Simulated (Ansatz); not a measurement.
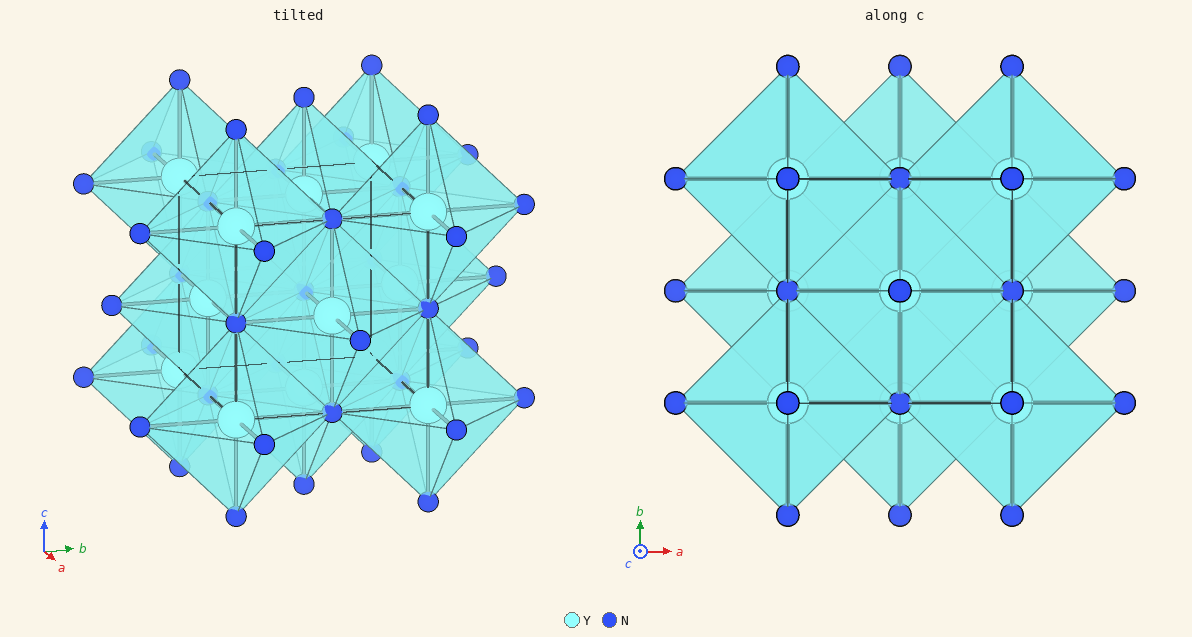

Shown here is a polyhedral view of the crystal, taken slightly off an axis and along the c axis. The edges of the conventional unit cell are marked. A few atoms beyond the faces are included.

YN, rock salt (NaCl type), space group Fm-3m (No. 225), a = 4.896 Å, b = 4.896 Å, c = 4.896 Å, α = 90.00°, β = 90.00°, γ = 90.00°. It derives from a structure type filled with these elements by a generator (whether the compound takes this form wasn't checked). Earlier steps of the study may have refined or changed the cell and positions. A calculation with Ansatz used it as input.

This one geometry was computed with Ansatz (DFT, plane waves, PAW) at four levels of theory: HSE06, PBE, PBEsol and r2SCAN. It was relaxed beforehand with r2SCAN.

Which level gives the highest pressure at this volume, and what does that say about its equilibrium volume?

Highest: PBE (1.0 GPa), which points to the largest equilibrium volume. Lowest, with the smallest volume: PBEsol (-3.8 GPa). Levels within 0.5 GPa of each other can't be told apart.

How does the band gap change with the level of theory?

PBEsol: a gap of 0.10 eV, indirect; PBE: a gap of 0.20 eV, indirect; r2SCAN: a gap of 0.58 eV, indirect; HSE06: a gap of 1.09 eV, indirect.

Collect the results in a table.

| level | cutoff (eV) | k-mesh of the run's cell | gap (eV) | pressure (GPa) |
| --- | --- | --- | --- | --- |
| HSE06 | 420 | 6×6×6 | 1.09 | -1.4 |
| PBE | 420 | 10×10×10 | 0.20 | 1.0 |
| PBEsol | 420 | 6×6×6 | 0.10 | -3.8 |
| r2SCAN | 500 | 10×10×10 | 0.58 | 0.0 |

Gaps are taken on the k-mesh or band path of each run.
